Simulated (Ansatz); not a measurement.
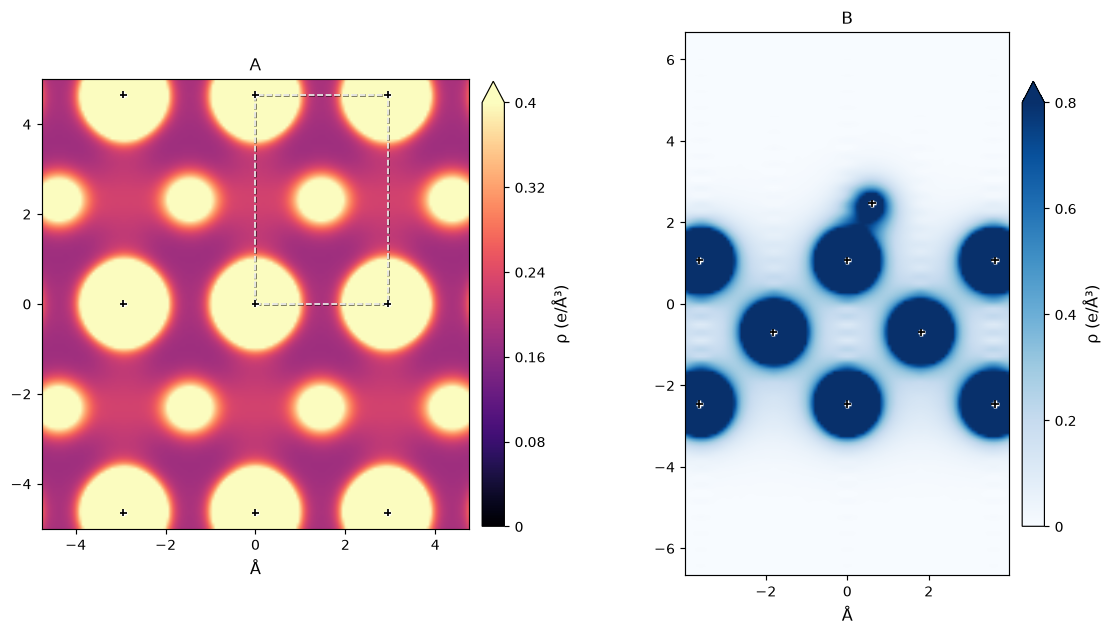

The valence charge density (pseudo) of 2 systems, each on a plane through atoms (crosses mark nuclei in the plane).

Level of theory: DFT PBE, scalar-relativistic, plane waves, PAW in Ansatz.

System 1: Cu12H (slab), the (11̄0) plane of the calculation cell, a cut from vacuum to vacuum. A point of a scan over the structure, not its minimum; computed without spin polarisation; PAW files of the earlier set (soft_1).

System 2: Ti, the (100) plane of the conventional cell. Space group P6₃/mmc; computed without spin polarisation; PAW files of the earlier set (soft_1).

```xyz
2
Lattice="2.9382 0.0000 0.0000 -1.4691 2.5445 0.0000 0.0000 0.0000 4.6505" Properties=species:S:1:pos:R:3 pbc="T T T"
Ti    0.0000    1.6964    1.1626
Ti    1.4691    0.8482    3.4878
```

> Which map belongs to which system?

Panel A is system 2, Ti: the plane holds Ti. Ti–Ti (2.94 Å): ρ at the midpoint is about 0.19 e/Å³. Panel B is system 1, Cu12H: the plane holds Cu and H. Cu–H (1.52 Å): ρ at the midpoint is about 1.4 e/Å³.
